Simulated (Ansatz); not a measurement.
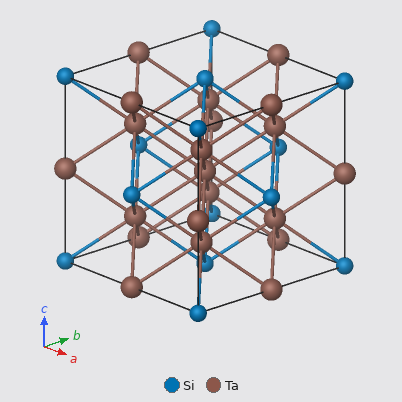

The figure gives a ball-and-stick picture of the atoms, viewed from a general direction. The wireframe shows the conventional unit cell.

The stoichiometry is Ta$_{3}$Si. The lattice is face-centred cubic and the space group Fm-3m (No. 225). Structure type: D0₃ (BiF₃ or Fe₃Al type). The cell comprises 4 formula units: 12 Ta, 4 Si. Counting atoms within bonding range gives coordination numbers of Ta 8 and Si 8.

The structure was taken from a structure listed in the Materials Project, with elements exchanged, so it need not be a known form of the compound. The cell was then strained or its atoms displaced on purpose. Ansatz was used for an electronic-structure calculation on it.

At this level of theory the cell isn't at rest (stretched, at -34 GPa), so its distances can differ from those at equilibrium, the more so the softer the solid.
